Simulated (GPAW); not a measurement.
# As K-edge XANES of GaAs (F-43m)

Aim: the dependence of the As K near-edge features of GaAs (F-43m) on volume.

Calculated with GPAW 26.7.0; X-ray absorption from dipole matrix elements to empty bands, plane-wave PAW LDA.

### Step 1. Set-up

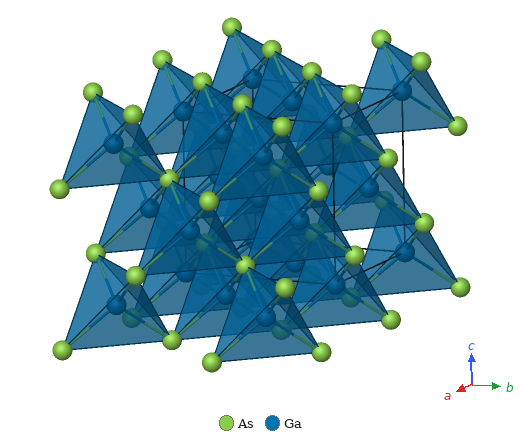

The starting structure, seen slightly off an axis (arsenic green, gallium blue). 2×1×1 cells are drawn. This picture shows the conventional cell, with its axes. Some periodic images of atoms are drawn too.

Structure file:

```cif
data_structure
_symmetry_space_group_name_H-M 'P 1'
_symmetry_Int_Tables_number 1
_cell_length_a 3.9978
_cell_length_b 3.9978
_cell_length_c 3.9978
_cell_angle_alpha 60.000
_cell_angle_beta 60.000
_cell_angle_gamma 60.000
_cell_volume 45.18
loop_
_atom_site_label
_atom_site_type_symbol
_atom_site_fract_x
_atom_site_fract_y
_atom_site_fract_z
_atom_site_occupancy
As1 As 0.75000 0.75000 0.75000 1
Ga2 Ga 0.00000 0.00000 0.00000 1
```

### Step 2. The field without a hole

A plain self-consistent run shows whether there is a gap, which decides the set-up of the core-hole run.

File scf.py:

```python
import numpy as np
from ase import Atoms
from ase.parallel import parprint, paropen
from gpaw import GPAW, PW, FermiDirac, Mixer, MixerDif, setup_paths
from gpaw.test import gen
setup_paths.insert(0, '.')
gen('As', name='nch1s', xcname='LDA', corehole=(1, 0, 0), write_xml=True)
from gpaw.mpi import world
world.barrier()

atoms = Atoms('AsGa',
    cell=[[0, 2.82685, 2.82685],
     [2.82685, 0, 2.82685],
     [2.82685, 2.82685, 0]],
    scaled_positions=[[0.75, 0.75, 0.75],
     [0, 0, 0]],
    pbc=True)
atoms.calc = calc = GPAW(legacy_gpaw=True, mode=PW(430, force_complex_dtype=True), xc='LDA', setups={0: 'nch1s'},
    kpts={'size': (8, 8, 8), 'gamma': True}, occupations=FermiDirac(0.05),
    charge=0, mixer=Mixer(0.1, 5, 50), maxiter=150,
    convergence={'density': 0.0001, 'eigenstates': 1e-6}, txt='scf.txt')
energy = atoms.get_potential_energy() + calc.get_reference_energy()
ef = calc.get_fermi_level()
out = dict(energy=energy, fermi=ef, forces=atoms.get_forces().tolist())
parprint(f'all-electron energy {energy:.4f} eV, Fermi level {ef:.4f} eV')
ev = np.array([[calc.get_eigenvalues(k, s) for k in range(len(calc.get_ibz_k_points()))] for s in range(calc.get_number_of_spins())])
out['homo'], out['lumo'], out['counts'] = ev[ev < ef].max(), ev[ev > ef].min(), sorted(set((ev < ef).sum((0, 2)).tolist()))
out['filled'] = (ev[:, 0] < ef).sum(1).tolist()
import json
with paropen('out.json', 'w') as f:
    json.dump(out, f)
```

Started as:

```
$ OMP_NUM_THREADS=1 mpirun -n 4 gpaw python scf.py
```

Numbers of over 12 decimals in the logs are rounded to 6 here.

What it wrote:

```text
Input parameters:
  convergence: {density: 0.0001,
                eigenstates: 1e-06}
  kpts: {gamma: True,
         size: (8, 8, 8)}
  maxiter: 150
  mixer: {backend: pulay,
          beta: 0.1,
          method: separate,
          nmaxold: 5,
          weight: 50}
  mode: {ecut: 430.0,
         force_complex_dtype: True,
         name: pw}
  occupations: {fixmagmom: False,
                name: fermi-dirac,
                width: 0.05}
  setups: {0: nch1s}

Initialize ...

[... PAW data sets ...]

Reference energy: -114227.963918  # eV

Spin-paired calculation

[... convergence settings ...]
Symmetries present (total): 24
  [... symmetry matrices ...]

512 k-points: 8 x 8 x 8 Monkhorst-Pack grid + [1/16,1/16,1/16]
29 k-points in the irreducible part of the Brillouin zone
       k-points in crystal coordinates                weights
   0:     0.00000000    0.00000000    0.00000000          1/512
   1:     0.12500000    0.12500000    0.00000000          6/512
   2:     0.12500000    0.12500000    0.12500000          8/512
   3:     0.25000000    0.12500000    0.12500000         12/512
   4:     0.25000000    0.25000000    0.00000000          6/512
   5:     0.25000000    0.25000000    0.12500000         24/512
   6:     0.25000000    0.25000000    0.25000000          8/512
   7:     0.37500000    0.25000000   -0.37500000         24/512
   8:     0.37500000    0.25000000    0.12500000         24/512
   9:     0.37500000    0.25000000    0.25000000         24/512
          ...
  28:     0.50000000    0.50000000    0.50000000          4/512

Wave functions: Plane wave expansion
  Cutoff energy: 430.000 eV
  Number of coefficients (min, max): 902, 941
  Pulay-stress correction: 0.000000 eV/Ang^3 (de/decut=0.000000)
  Using FFTW library
  Wavefunction extrapolation:
    Improved wavefunction reuse through dual PAW basis

Occupation numbers: Fermi-Dirac:
  width: 0.0500  # eV

Eigensolver
   Davidson(niter=2)

Densities:
  Coarse grid: 20*20*20 grid
  Fine grid: 40*40*40 grid
  Total Charge: 0.000000

Density mixing:
  Method: separate
  Backend: pulay
  Linear mixing parameter: 0.1
  old densities: 5
  Width of damping distribution: 1.1
  Damping of long wavelength oscillations: 50

[... Hamiltonian set-up ...]
Number of atoms: 2
Number of atomic orbitals: 8
Number of bands in calculation: 8
Number of valence electrons: 8
Bands to converge: occupied

... initialized

Initializing position-dependent things.

Density initialized from atomic densities
Creating initial wave functions:
  8 bands from LCAO basis set

                    As

       Ga

Atomic positions and initial magnetic moments

Positions:
   0 As     4.240275    4.240275    4.240275    ( 0.0000,  0.0000,  0.0000)
   1 Ga     0.000000    0.000000    0.000000    ( 0.0000,  0.0000,  0.0000)

Unit cell:
           periodic     x           y           z      points  spacing
  1. axis:    yes    0.000000    2.826850    2.826850    20     0.1632
  2. axis:    yes    2.826850    0.000000    2.826850    20     0.1632
  3. axis:    yes    2.826850    2.826850    0.000000    20     0.1632

  Lengths:   3.997770   3.997770   3.997770
  Angles:   60.000000  60.000000  60.000000

Effective grid spacing dv^(1/3) = 0.1781

iter:   1    -9.745085
iter:   2    -9.704503   -2.71  -0.87
iter:   3    -9.625829   -1.96  -0.92
iter:   4    -9.616654   -3.82  -1.43
iter:   5    -9.609801   -2.91  -1.52
iter:   6    -9.609336   -4.95  -2.08
iter:   7    -9.608997c  -4.50  -2.28
iter:   8    -9.608940c  -5.15  -2.73
iter:   9    -9.608938c  -6.80c -3.38
iter:  10    -9.608937c  -6.42c -3.50
iter:  11    -9.608937c  -7.17c -3.65
iter:  12    -9.608936c  -8.19c -4.18c

Converged after 12 iterations.

Dipole moment: (3.426512, 3.426512, 3.426512) |e|*Ang

Energy contributions relative to reference atoms: (reference = -114227.963918)

Kinetic:        +26.379234
Potential:      -23.557191
External:        +0.000000
XC:             -12.450625
Entropy (-ST):   -0.000086
Local:           +0.019690
SIC:             +0.000000
--------------------------
Free energy:     -9.608980
Extrapolated:    -9.608936

Showing only first 2 kpts
 Kpt  Band  Eigenvalues  Occupancy
  0     2      4.61060    1.97108
  0     3      4.61060    1.97108
  0     4      4.97316    0.09222
  0     5      8.33523    0.00000

  1     2      3.94912    2.00000
  1     3      3.94912    2.00000
  1     4      6.89674    0.00000
  1     5      7.65049    0.00000

Fermi level: 4.82169

Gap: 0.363 eV
Transition (v -> c):
  (s=0, k=0, n=3, [0.00, 0.00, 0.00]) -> (s=0, k=0, n=4, [0.00, 0.00, 0.00])
No difference between direct/indirect transitions

Forces in eV/Ang:
  0 As   -0.00000   -0.00000   -0.00000
  1 Ga   -0.00000    0.00000   -0.00000
Scalar-relativistic atomic LDA calculation for As (Arsenic, Z=33)
Core hole in 1s state (1s occupation: 2.0)
600 radial gridpoints.
|------------------------------------------------|
|------------------------------------------------|
[... the atom generator's iteration count ...]

Energy contributions:
-------------------------
Kinetic:    +2298.810624
XC:           -80.495842
Potential:  -4475.454781
-------------------------
Total:      -2257.139999

state      eigenvalue         ekin         rmax
-----------------------------------------------
1s^2.0 :  -429.649646   549.714764        0.030
2s^2.0 :   -54.524652   106.313752        0.170
2p^6.0 :   -47.885737   103.662753        0.136
3s^2.0 :    -6.960589    24.669262        0.522
3p^6.0 :    -4.903404    22.221985        0.521
3d^10.0:    -1.502997    17.049353        0.475
4s^2.0 :    -0.539904     3.098002        1.606
4p^3.0 :    -0.196323     1.805704        1.971
-----------------------------------------------
(units: Bohr and Hartree)

Generating PAW setup
Kinetic energy of the core from tauc = 2313.918695
Cutoffs:
rc(s)=2.000
rc(p)=2.000
rc(d)=2.000
rc(vbar)=1.800
rc(comp)=2.000
rc(nct)=2.000

Kinetic energy of the core states: 2287.197508
Charge: 0.0
Core electrons: 28.0
Valence electrons: 5.0
Pseudo-core charge: 1.220635
Shape function alpha=2.500
Pseudo-electron charge 6.693983
state    eigenvalue         norm
--------------------------------
4s(2) :    -0.539904     1.201804
*s    :     0.460096
4p(3) :    -0.196323     1.023247
*p    :     0.803677
*d    :     0.000000
--------------------------------

Diagonalizing with gridspacing h=0.050

state   all-electron     PAW
-------------------------------
4s:      -0.539904    -0.540221
4p:      -0.196323    -0.196570
*d:                    0.036990
*f:                    0.071517
-------------------------------
all-electron energy -114237.5729 eV, Fermi level 4.8217 eV
```

Elapsed: 4.2 s, on 4 MPI ranks of Arm Neoverse V1, shared host; peak memory 0.16 GiB; 16 s of CPU time.

The mesh shows a gap of 0.36 eV, so the hole is first treated in a charged cell, without the excited electron.

### Step 3. Reference energy of the supercell

The photon energy needs a difference of total energies, so the cell and mesh of the coming hole run are first run without a hole.

Changes to scf.py since step 2:

```diff
@@ -10,11 +10,17 @@
 
-atoms = Atoms('AsGa',
-    cell=[[0, 2.82685, 2.82685],
-     [2.82685, 0, 2.82685],
-     [2.82685, 2.82685, 0]],
+atoms = Atoms('As4Ga4',
+    cell=[[0, 0, 5.6537],
+     [5.6537, 0, 0],
+     [0, 5.6537, 0]],
     scaled_positions=[[0.75, 0.75, 0.75],
-     [0, 0, 0]],
+     [0.75, 0.25, 0.25],
+     [0.25, 0.25, 0.75],
+     [0.25, 0.75, 0.25],
+     [0, 0, 0],
+     [0, 0.5, 0.5],
+     [0.5, 0.5, 0],
+     [0.5, 0, 0.5]],
     pbc=True)
 atoms.calc = calc = GPAW(legacy_gpaw=True, mode=PW(430, force_complex_dtype=True), xc='LDA', setups={0: 'nch1s'},
-    kpts={'size': (8, 8, 8), 'gamma': True}, occupations=FermiDirac(0.05),
+    kpts={'size': (3, 3, 3), 'gamma': True}, occupations=FermiDirac(0.02),
     charge=0, mixer=Mixer(0.1, 5, 50), maxiter=150,
```

What it wrote:

```text
Input parameters:
  convergence: {density: 0.0001,
                eigenstates: 1e-06}
  kpts: {gamma: True,
         size: (3, 3, 3)}
  maxiter: 150
  mixer: {backend: pulay,
          beta: 0.1,
          method: separate,
          nmaxold: 5,
          weight: 50}
  mode: {ecut: 430.0,
         force_complex_dtype: True,
         name: pw}
  occupations: {fixmagmom: False,
                name: fermi-dirac,
[...]
4s(2) :    -0.539904     1.201804
*s    :     0.460096
4p(3) :    -0.196323     1.023247
*p    :     0.803677
*d    :     0.000000
--------------------------------

Diagonalizing with gridspacing h=0.050

state   all-electron     PAW
-------------------------------
4s:      -0.539904    -0.540221
4p:      -0.196323    -0.196570
*d:                    0.036990
*f:                    0.071517
-------------------------------
all-electron energy -456950.1802 eV, Fermi level 4.8105 eV
[key lines of the parts left out:]
Converged after 13 iterations.
Dipole moment: (0.000007, 0.000007, 0.000007) |e|*Ang
Free energy:    -38.324525
Fermi level: 4.81055
```

It took 6.3 s on 4 MPI ranks; peak memory 0.19 GiB.

Reference energy: -456950.180 eV with the cores included.

(Continued in part 2 of 3.)

[Banner, clock and machine lines of the logs are left out without a mark of their own.]

[Logs are printed without paths, hosts, clocks, repeated set-up lines and the standing remarks that a program may print on its own settings, such as how far it seeks lower states.]

[Hosts, paths, dates, database ids (printed as entryN), source tags and the programs' standing remarks are cut or masked in the printed files.]

[Lists of maxima count a maximum above −3 eV only where it reaches 4 % of the highest in the window and stands out from its surroundings by 2 % of it (1.5 % where it reaches 55 %); shoulders and weaker maxima are passed over, and of the rest the first, up to two pre-edge ones and the few strongest are named.]
